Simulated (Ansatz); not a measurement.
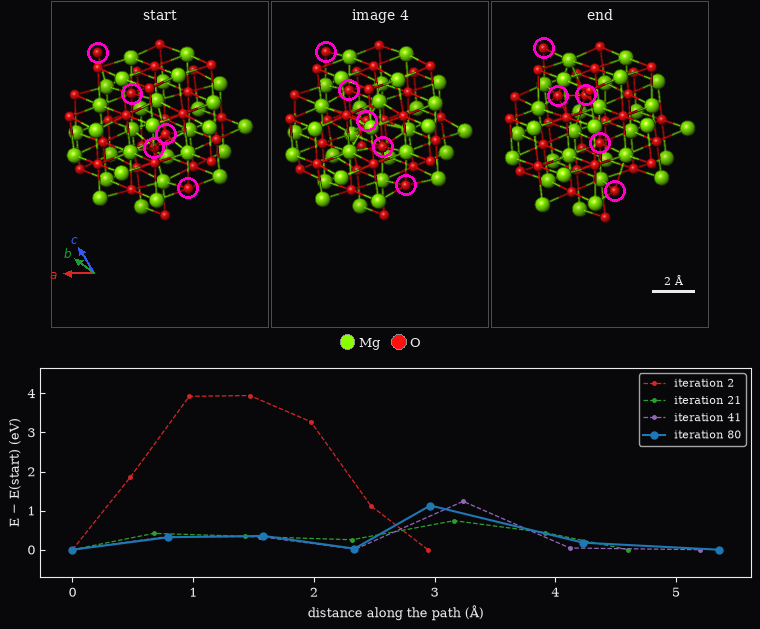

A search for the minimum-energy path of MgO with an interstitial O (17 atoms in the cell) by the nudged elastic band. Images are numbered from 0 (start) to 6 (end). The plot follows the band through its iterations. A ball-and-stick model of the atoms within 4.8 Å of the middle of the path, seen from a free direction. The atoms that move most are ringed. Bonds to atoms that aren't drawn are left out.

The calculation used DFT PBEsol, scalar-relativistic, plane waves, PAW (Ansatz 0.2.0). Run with plane-wave cutoff 420 eV; k-point mesh 2 × 2 × 2; Gaussian smearing 0.05 eV; spin collinear; 5 movable images; climbing image; force threshold 0.03 eV/Å; iteration limit 80; optimiser L-BFGS; starting path by image-dependent pair potential.

Q: Judge this run.

A: The result isn't final. The band hadn't converged when the run stopped after 80 iterations. The barrier read from it is provisional: over the last two iterations the highest image moved from 1.20 eV to 1.13 eV. The first iteration put the highest image at 6.42 eV. The barrier is about 1.13 eV in both directions, with image 4 at the top; the ends have the same energy. The profile has 2 maxima (images 2, 4) with a dip at image 3 (+0.03 eV), which on an unconverged band is provisional.

Limits of the set-up: the periodic images lie only 5.5 Å apart, so the values are limited by the cell's size.

PAW datasets: the set soft_1.
